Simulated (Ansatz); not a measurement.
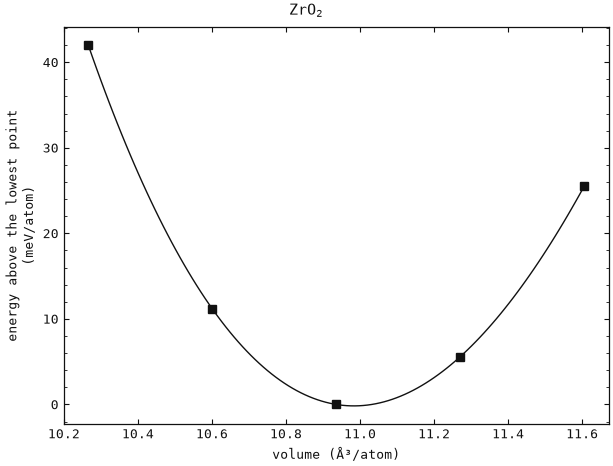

Plotted: energy above the lowest point against volume for ZrO₂, space group Fm-3m (No. 225) (one of a set of cubic test structures, which need not be the stable phase).

Calculation (Ansatz 0.2.0 development build): equation of state of a cubic crystal from periodic Kohn-Sham density functional theory without spin, third-order Birch-Murnaghan fit to the free energies; pressure corrected for the finite basis. Level: r2SCAN.

structure type fluorite; atoms in cell 3; space group number 225; lattice centring face-centred primitive; k mesh 12×12×12; occupation method Fermi–Dirac; occupation width 0.1 eV; wave cutoff 500 eV; datasets soft-1 PAW; density tolerance 1e−07 eV; bands 16; density cutoff ratio 4; search for lower states default.

From this curve and the settings, what does the calculation give for the pressure at the same points?

The pressure falls from 19.9 GPa at volume 10.27 Å³/atom to −12.6 GPa at 11.61 Å³/atom, and changes sign near 10.99 Å³/atom.

```csv
volume (Å³/atom),pressure (GPa)
10.27,19.9
10.60,9.8
10.94,1.1
11.27,-6.3
11.61,-12.6
```

Caveats: cubic model structure, not the ambient form.
